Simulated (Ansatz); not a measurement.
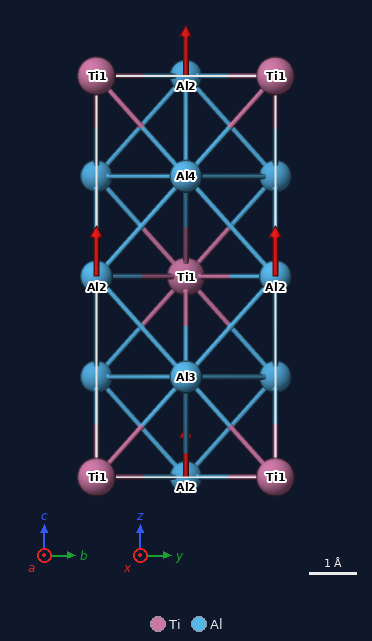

A scan of a crystal of TiAl₃ (I4/mmm): Al2 (one in each cell of 4 atoms) is moved along Cartesian [0 0 1], all else fixed. The picture shows the reference cell. The red arrows give the direction of positive displacement. The picture is a ball-and-stick view of the conventional cell (2 times the calculation's cell), seen along the a axis. Lengths and directions refer to the drawn axes.

Theory: DFT PBEsol, scalar-relativistic, plane waves, PAW in Ansatz 0.2.0. (plane-wave cutoff 420 eV; k-point mesh 18 × 18 × 18; occupations gaussian; smearing width 0.15 eV; no spin polarisation). Energies (free energies at the smearing named) are counted from the relaxed crystal.

Input
```yaml
crystal:
  lattice:
    - [-1.9077740733, 1.9077740733, 4.2769968076]
    - [1.9077740733, -1.9077740733, 4.2769968076]
    - [1.9077740733, 1.9077740733, -4.2769968076]
  atoms:
    - { symbol: Ti, position: [0.0, 0.0, 0.0] }
    - { symbol: Al, position: [0.5, 0.5, 0.0] }
    - { symbol: Al, position: [0.75, 0.25, 0.5] }
    - { symbol: Al, position: [0.25, 0.75, 0.5] }
basis:
  ecutwfc: 420
kpoints:
  mp_grid: { grid: [18, 18, 18] }
hamiltonian:
  xc: pbesol
scf:
  occupations: { method: gaussian, width: 0.15 }
output:
  forces: true
  stress: true
  eigenvalues: true
```

Launched with:
```bash
ansatz run input.yaml --threads 1 --pin off --max-ram 2560MiB --backend cpu --events-out ev --progress --plain --runs-dir out
```

> What energies does the calculation give (the displacement: −0.200, −0.150, −0.100, −0.050, 0.000, 0.025, 0.050, 0.075, 0.100, 0.125, 0.150, 0.175, 0.200 Å)?

```csv
displacement (Å),ΔE (meV/cell)
−0.200,85.9
−0.150,47.8
−0.100,21.1
−0.050,5.3
0.000,0.0
0.025,1.3
0.050,5.3
0.075,11.8
0.100,21.1
0.125,33.1
0.150,47.8
0.175,65.4
0.200,85.9
```

Points that are alike by symmetry were computed once.

The lowest computed point lies at the displacement 0.00 Å (0.0 meV/cell). The end points stand at 85.9 meV/cell (−0.20 Å) and 85.9 meV/cell (0.20 Å). The curvature at zero is about 4.2 eV/Å². The well is symmetric. The distortion takes the space group from I4/mmm to I4mm.

As a plot (hollow markers are points alike by symmetry):

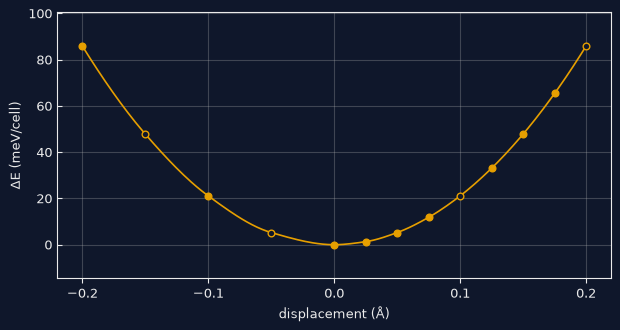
